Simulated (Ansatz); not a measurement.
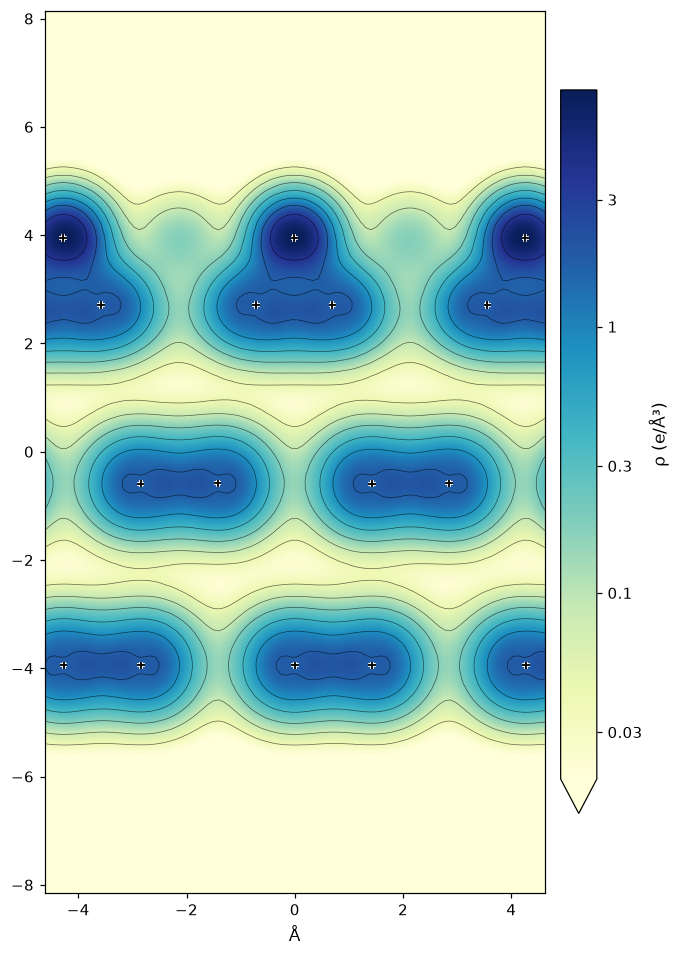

The valence charge density (pseudo) on a plane through atoms (crosses mark nuclei in the plane).

The calculation used DFT PBE+D3(BJ), scalar-relativistic, plane waves, PAW (Ansatz).

Candidates:
A. C6O (slab), a = 2.46 Å, b = 2.46 Å, c = 25.75 Å, α = 90.00°, β = 90.00°, γ = 60.00°. The program warned that a starting moment wasn't kept; spin-polarised, but the moments vanished.
B. SnSe, a = 5.98 Å, b = 5.98 Å, c = 5.98 Å, α = 90.00°, β = 90.00°, γ = 90.00°. Space group Fm-3m.
C. HC7 (slab), a = 2.46 Å, b = 2.46 Å, c = 26.85 Å, α = 90.00°, β = 90.00°, γ = 60.00°. The program warned that a starting moment wasn't kept; spin-polarised, but the moments vanished.

Which candidate gave the map?

Candidate A: C6O on the (11̄0) plane of the calculation cell, a cut from vacuum to vacuum, which holds C and O. C–C (1.41 Å): the density is about 2 e/Å³ at the midpoint. C–O (1.43 Å): the density is about 2 e/Å³ at the midpoint.
